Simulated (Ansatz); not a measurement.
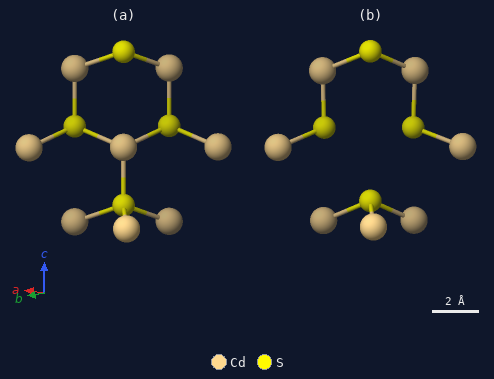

Left: perfect CdS. Right: the same region with one point defect, after relaxing the atoms in a supercell of 96 sites. Style: ball-and-stick. Shown: the atoms within 4.6 Å of one point, in a slice 4.2 Å thick across the line of sight, from a free direction.

These are results of Ansatz 0.2.0, DFT, PBEsol, PAW, plane waves, not measurements. (plane-wave cutoff 420 eV; k-point mesh 1 × 1 × 1; mesh shifted by (0.25, 0.25, 0.25); collinear spin) Fermi-Dirac smearing of 0.01 eV. A uniform background neutralises the charged cell. The axes drawn are those of the host's conventional cell.

Question: Which defect is it?

Answer: A cadmium atom is taken out (a vacancy).

The charge state of the cell is +1.

Question: What does the relaxation do around it?

Answer: Around the empty Cd site the host had 4 S at 2.52 to 2.53 Å; after relaxation the nearest atoms are 4 S at 2.34 to 2.39 Å. Of the host's atoms, a sulfur atom moves furthest from its site, by 0.19 Å. The cell's net moment is 0.99 μB.

Limits of the set-up: the cell is charged, on a uniform background, and energies carry no finite-size correction.
